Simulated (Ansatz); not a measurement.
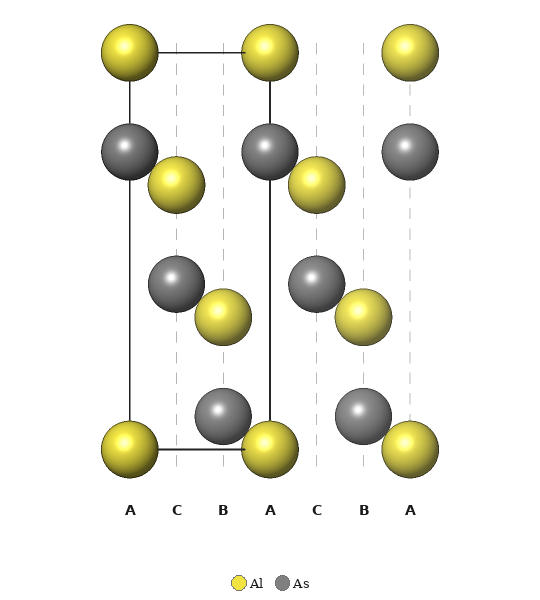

Projection along an edge of the hexagonal mesh, stacking direction [111] upwards. The dashed lines mark the three columns A (0, 0), B (1/3, 2/3) and C (2/3, 1/3). The box is the hexagonal cell of the face-centred cubic lattice. The sequence starts with the first layer at or above the cell's origin.

System AlAs (space group F-43m, No. 216); source of the atomic positions: a calculation's input that goes back to an entry of the Crystallography Open Database (an earlier step may have relaxed or displaced it).

> Read off the stacking sequence over one period.

Al(A) – As(B) – Al(B) – As(C) – Al(C) – As(A) (six layers in 9.80 Å).

> How are the As layers alone stacked?

As layers alone: BCA, the cubic close-packed type.

> Which positions between or in the As layers do the other atoms fill?

Al: three tetrahedral sites in each hexagonal cell.

> What short polytype symbol fits?

Polytype symbol 3C, the symbol of a tetrahedral polytype (number of double layers in the repeat and lattice).
